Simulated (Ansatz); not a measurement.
**Geometry relaxation of VSi$_{2}$ (part 2 of 2)**

VSi$_{2}$ (Fddd, 12 atoms in the cell); DFT PBE, scalar-relativistic, plane waves, PAW, spin-polarised (Ansatz 0.2.0); cutoff 420 eV, 8×6×6 k-mesh, Gaussian smearing of 0.1 eV, collinear spins. The structure derives from an entry of the Crystallography Open Database. It belongs to a series of runs on one base structure; here: 4 of 4 Ti sites taken by V, cell and atoms relaxed.

Geometry of the input (Å; fractional positions):
```
4.5462  0.0000  0.0000
0.0000  -4.0120  4.2054
0.0000  -4.0120  -4.2054
V  0.2500  0.5000  -0.0000
V  0.7500  1.0000  0.5000
V  0.0000  0.5000  0.5000
V  0.5000  0.0000  0.0000
Si 0.7500  0.6605  0.1605
Si 0.2500  0.1605  0.6605
Si 0.7500  0.3395  0.8395
Si 0.2500  0.8395  0.3395
Si 0.0000  0.8395  0.8395
Si 0.5000  0.3395  0.3395
Si 0.0000  0.1605  0.1605
Si 0.5000  0.6605  0.6605
```

### Output, continued
```
--- Forces (eV/Å), atoms counted from 1 ---
  atom   1  V      0.00000000     0.00000000     0.00000000
  atom   2  V      0.00000000     0.00000000     0.00000000
  atom   3  V     -0.00000000     0.00000000    -0.00000000
  atom   4  V     -0.00000000     0.00000000    -0.00000000
  atom   5  Si     0.00000000    -0.00847285     0.00000000
  atom   6  Si     0.00000000    -0.00847285     0.00000000
  atom   7  Si     0.00000000     0.00847285     0.00000000
  atom   8  Si     0.00000000     0.00847285     0.00000000
  atom   9  Si     0.00000000     0.00847285    -0.00000000
  atom  10  Si     0.00000000     0.00847285    -0.00000000
  atom  11  Si     0.00000000    -0.00847285    -0.00000000
  atom  12  Si     0.00000000    -0.00847285    -0.00000000
  max |Σ_I F_I| component: 2.08e-17 eV/Å
--- Stress (GPa, compression-positive) ---
       -0.004002       0.000000       0.000000
        0.000000       0.054167      -0.000000
        0.000000      -0.000000      -0.001021
  P = ⅓ Tr σ = 0.0164 GPa (0.164 kbar)
--- Band table (eV; the first three rows and the last of 130) ---
  k-point 0 ↑: bands = ["-49.8352", "-49.8251", "-49.8251", "-49.8154", "-23.8197", "-23.8197", "-23.8131", "-23.7911", "-23.7184", "-23.7082", "-23.7002", "-23.7002", "-23.6543", "-23.6504", "-23.6504", "-23.6440", "0.5202", "4.4061", "4.4061", "4.4800", "4.4800", "6.7448", "7.9291", "8.1845", "8.3007", "8.8411", "8.8411", "9.7183", "10.2477", "10.8138", "11.0931", "11.6596", "11.8540", "12.1257", "12.2456", "12.2456", "12.3032", "12.4947", "12.4947", "12.7043", "12.7043", "13.9208", "13.9208", "15.0160", "15.5314", "15.5314", "16.4344", "16.6641", "16.6910", "16.6919", "16.6919", "16.7462", "16.8831", "16.9458", "17.0884", "17.4696", "17.4950", "17.4950"]
  k-point 1 ↑: bands = ["-49.8345", "-49.8258", "-49.8245", "-49.8160", "-23.8187", "-23.8135", "-23.8111", "-23.7883", "-23.7246", "-23.7102", "-23.7090", "-23.7010", "-23.6522", "-23.6499", "-23.6479", "-23.6436", "0.6410", "3.3427", "4.4835", "4.5952", "5.6032", "6.3022", "7.1357", "8.5474", "8.9463", "9.0181", "9.3984", "9.4094", "10.1039", "10.6822", "11.4360", "11.7141", "11.8055", "11.9131", "11.9438", "12.0452", "12.2500", "12.3297", "12.4380", "12.8065", "13.1033", "13.7815", "13.8763", "14.8725", "15.4307", "15.6164", "16.1651", "16.3418", "16.5143", "16.5503", "16.6436", "16.8691", "17.0362", "17.1055", "17.2996", "17.3427", "17.5004", "17.8020"]
  k-point 2 ↑: bands = ["-49.8327", "-49.8276", "-49.8227", "-49.8178", "-23.8158", "-23.8099", "-23.7960", "-23.7761", "-23.7450", "-23.7297", "-23.7092", "-23.7033", "-23.6492", "-23.6488", "-23.6443", "-23.6429", "0.9997", "2.3752", "4.7205", "4.9316", "5.6573", "6.2195", "6.7191", "8.6148", "9.2520", "9.5253", "9.5455", "10.2363", "10.2365", "10.6096", "11.2630", "11.3511", "11.4308", "11.7507", "11.9957", "12.0115", "12.1544", "12.2445", "12.4473", "12.6075", "13.3172", "13.4924", "13.7250", "14.5515", "15.4345", "15.8018", "15.8414", "16.0358", "16.1893", "16.5867", "16.5944", "16.7251", "16.7617", "17.2941", "17.4410", "17.5008", "17.6617", "17.8672"]
  k-point 64 ↓: bands = ["-49.8252", "-49.8252", "-49.8252", "-49.8252", "-23.7732", "-23.7732", "-23.7732", "-23.7732", "-23.7540", "-23.7540", "-23.7540", "-23.7540", "-23.6425", "-23.6425", "-23.6425", "-23.6425", "3.4041", "3.4041", "3.4041", "3.4041", "5.5557", "5.5557", "5.5557", "5.5557", "10.7404", "10.7404", "10.7404", "10.7404", "11.1000", "11.1000", "11.1000", "11.1000", "11.7343", "11.7343", "11.7343", "11.7343", "12.1769", "12.1769", "12.1769", "12.1769", "14.5972", "14.5972", "14.5972", "14.5972", "15.5990", "15.5990", "15.5990", "15.5990", "16.0237", "16.0237", "16.0237", "16.0237", "16.6597", "16.6597", "16.6597", "16.6597", "17.8698", "17.8698"]
--- Relaxed structure (1 steps of the walk, 1 accepted, 1 SCFs on fresh bases) ---
  F+E_penalty+E_count = -16741.65041645 eV   max|allowed force component| = 8.473e-3 eV/Å   (the final SCF, on the basis selected at the relaxed cell)
  cell:  # Å, volume = 153.4080 Å³
    - [4.546245902, 0.0, 0.0]
    - [0.0, -4.011963534, 4.2054087298]
    - [0.0, -4.011963534, -4.2054087298]
  atoms:
    - { symbol: V, position: [0.25, 0.5, -2.7755575615628914e-17] }
    - { symbol: V, position: [0.75, 1.0, 0.5] }
    - { symbol: V, position: [0.0, 0.49999999999999994, 0.49999999999999994] }
    - { symbol: V, position: [0.5, 0.0, 0.0] }
    - { symbol: Si, position: [0.75, 0.6605461675, 0.16054616749999995] }
    - { symbol: Si, position: [0.25, 0.16054616749999995, 0.6605461675] }
    - { symbol: Si, position: [0.75, 0.33945383249999994, 0.8394538324999999] }
    - { symbol: Si, position: [0.25, 0.8394538324999999, 0.33945383249999994] }
    - { symbol: Si, position: [0.0, 0.8394538324999999, 0.8394538324999999] }
    - { symbol: Si, position: [0.5, 0.33945383249999994, 0.33945383249999994] }
    - { symbol: Si, position: [0.0, 0.16054616749999998, 0.16054616749999998] }
    - { symbol: Si, position: [0.5, 0.6605461675, 0.6605461675] }
--- Löwdin populations: 12 sites ---
  site symbol       q [e]    m [muB]
     0      V     12.6355     0.0000
     1      V     12.6355     0.0000
     2      V     12.6355     0.0000
     3      V     12.6355     0.0000
     4     Si      4.0472    -0.0000
     5     Si      4.0472    -0.0000
     6     Si      4.0472    -0.0000
     7     Si      4.0472    -0.0000
     8     Si      4.0472    -0.0000
     9     Si      4.0472    -0.0000
    10     Si      4.0472    -0.0000
    11     Si      4.0472    -0.0000
  spilling = 0.012858 (of n_electrons = 84.000000)
```

### File populations.tsv
```
# site	symbol	l	j	q_up	q_dn
# orbitals = lowdin
# n_electrons = 84.000000
# spilling = 0.012858
0	V	0_3S	-	0.989176	0.989176
0	V	0_4S	-	0.198014	0.198014
0	V	1_3P	-	2.993917	2.993917
0	V	2_3D	-	2.136661	2.136659
1	V	0_3S	-	0.989176	0.989176
1	V	0_4S	-	0.198014	0.198014
1	V	1_3P	-	2.993917	2.993917
1	V	2_3D	-	2.136661	2.136659
2	V	0_3S	-	0.989176	0.989176
2	V	0_4S	-	0.198014	0.198014
2	V	1_3P	-	2.993917	2.993917
2	V	2_3D	-	2.136661	2.136659
3	V	0_3S	-	0.989176	0.989176
3	V	0_4S	-	0.198014	0.198014
3	V	1_3P	-	2.993917	2.993917
3	V	2_3D	-	2.136661	2.136659
4	Si	0_3S	-	0.619338	0.619338
4	Si	1_3P	-	1.404275	1.404275
5	Si	0_3S	-	0.619338	0.619338
5	Si	1_3P	-	1.404275	1.404275
6	Si	0_3S	-	0.619338	0.619338
6	Si	1_3P	-	1.404275	1.404275
7	Si	0_3S	-	0.619338	0.619338
7	Si	1_3P	-	1.404275	1.404275
8	Si	0_3S	-	0.619338	0.619338
8	Si	1_3P	-	1.404275	1.404275
9	Si	0_3S	-	0.619338	0.619338
9	Si	1_3P	-	1.404275	1.404275
10	Si	0_3S	-	0.619338	0.619338
10	Si	1_3P	-	1.404275	1.404275
11	Si	0_3S	-	0.619338	0.619338
11	Si	1_3P	-	1.404275	1.404275
```

### Trajectory as extended XYZ (Å, eV, eV/Å), 2 frames, from step=1 to step=2
```
12
Lattice="4.5462 0.0000 0.0000 0.0000 -4.0120 4.2054 0.0000 -4.0120 -4.2054" Properties=species:S:1:pos:R:3:forces:R:3 step=1 energy=-16741.65042 pressure_GPa=0.02
V     1.1366   -2.0060    2.1027    0.0000   0.0000   0.0000
V     3.4097   -6.0179    2.1027    0.0000   0.0000   0.0000
V     0.0000   -4.0120    0.0000    0.0000   0.0000   0.0000
V     2.2731    0.0000    0.0000    0.0000   0.0000   0.0000
Si    3.4097   -3.2942    2.1027    0.0000  -0.0085   0.0000
Si    1.1366   -3.2942   -2.1027    0.0000  -0.0085   0.0000
Si    3.4097   -4.7297   -2.1027    0.0000   0.0085   0.0000
Si    1.1366   -4.7297    2.1027    0.0000   0.0085   0.0000
Si    0.0000   -6.7357    0.0000    0.0000   0.0085   0.0000
Si    2.2731   -2.7238    0.0000    0.0000   0.0085   0.0000
Si    0.0000   -1.2882    0.0000    0.0000  -0.0085   0.0000
Si    2.2731   -5.3002    0.0000    0.0000  -0.0085   0.0000
12
Lattice="4.5462 0.0000 0.0000 0.0000 -4.0120 4.2054 0.0000 -4.0120 -4.2054" Properties=species:S:1:pos:R:3:forces:R:3 step=2 energy=-16741.65042 pressure_GPa=0.02
V     1.1366   -2.0060    2.1027    0.0000   0.0000   0.0000
V     3.4097   -6.0179    2.1027    0.0000   0.0000   0.0000
V     0.0000   -4.0120    0.0000    0.0000   0.0000   0.0000
V     2.2731    0.0000    0.0000    0.0000   0.0000   0.0000
Si    3.4097   -3.2942    2.1027    0.0000  -0.0085   0.0000
Si    1.1366   -3.2942   -2.1027    0.0000  -0.0085   0.0000
Si    3.4097   -4.7297   -2.1027    0.0000   0.0085   0.0000
Si    1.1366   -4.7297    2.1027    0.0000   0.0085   0.0000
Si    0.0000   -6.7357    0.0000    0.0000   0.0085   0.0000
Si    2.2731   -2.7238    0.0000    0.0000   0.0085   0.0000
Si    0.0000   -1.2882    0.0000    0.0000  -0.0085   0.0000
Si    2.2731   -5.3002    0.0000    0.0000  -0.0085   0.0000
```

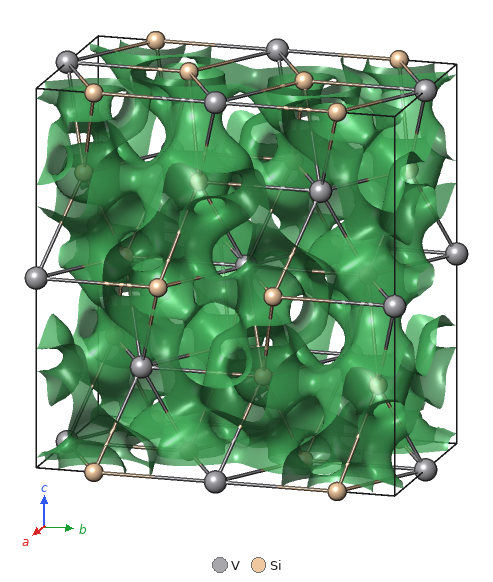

*Isosurface of the ELF at 0.55 (green), seen slightly off an axis. Only the valence region is drawn (cores and ρ < 0.01 e/Å³ removed). Sticks mark near contacts. The outline is the cell set on symmetry axes.*

The ELF exceeds this value in one network that runs through the whole crystal, counted in one cell of 24 atoms. Along the contacts the grid gives the following. Si–Si (2.46 Å): the ELF peaks at about 0.75 between the atoms (a covalent bond). V–Si (2.50 Å): the ELF is about 0.40 at the midpoint. In a PAW calculation such maps are meaningful between the atoms, not at the nuclei.

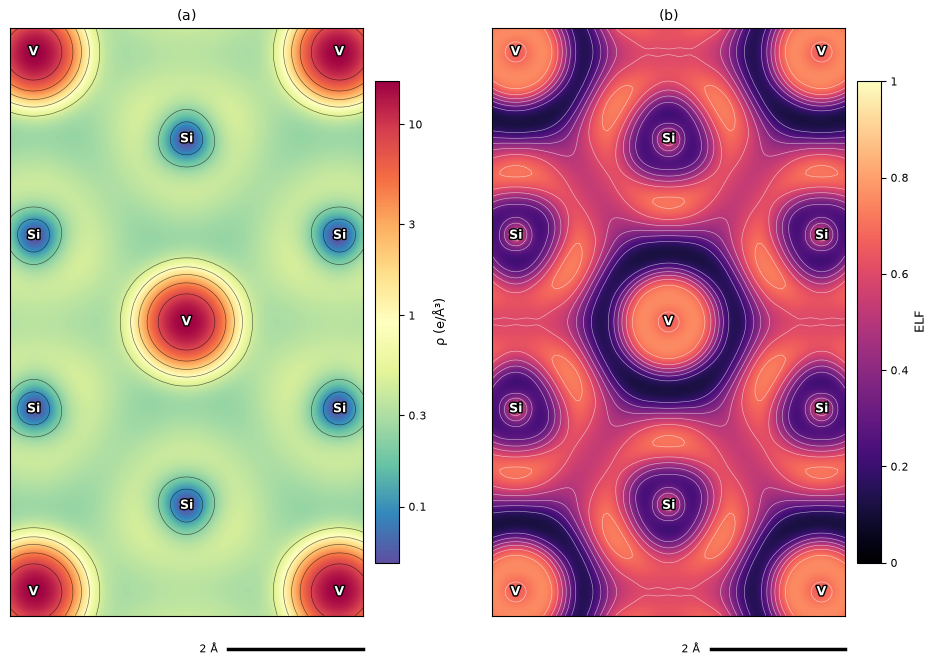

*(a) valence pseudo-density; (b) ELF on the (001) plane of the conventional cell.*

V–Si (2.61 Å): ρ is about 0.33 e/Å³ halfway; the ELF is about 0.45 at the midpoint. V–Si (2.72 Å): ρ is about 0.27 e/Å³ halfway; the ELF is about 0.40 at the midpoint. Away from the nuclei the density in this plane falls to 0.25 e/Å³ at its lowest. The strong features right at V lie inside the PAW spheres (semicore, d or f shells) and say nothing about bonding.

### Key numbers

- outcome: converged
- space group (tolerance 0.01 Å): Fddd (70)
- electrons treated: 84
- free energy: −16741.6504 eV
- Fermi energy: 14.169 eV
- gap on the k-point mesh: none (metallic)
- net moment of the cell: 0.00 μB
- integrated absolute moment: 0.00 μB
- pressure: 0.02 GPa
- final volume: 153.41 Å³
- largest force (length of the vector) at the end: 0.008 eV/Å
- final cell: a = 4.546 Å, b = 5.812 Å, c = 5.812 Å, α = 92.70°, β = 90.00°, γ = 90.00°
- hardware: 2 threads of AMD EPYC (Zen 3), 192 GiB of memory available, shared host
- wall time: 1.8 min (CPU time 3.6 min)
- peak memory: 1.1 GiB

Warnings of the run: some starting moments were not kept.
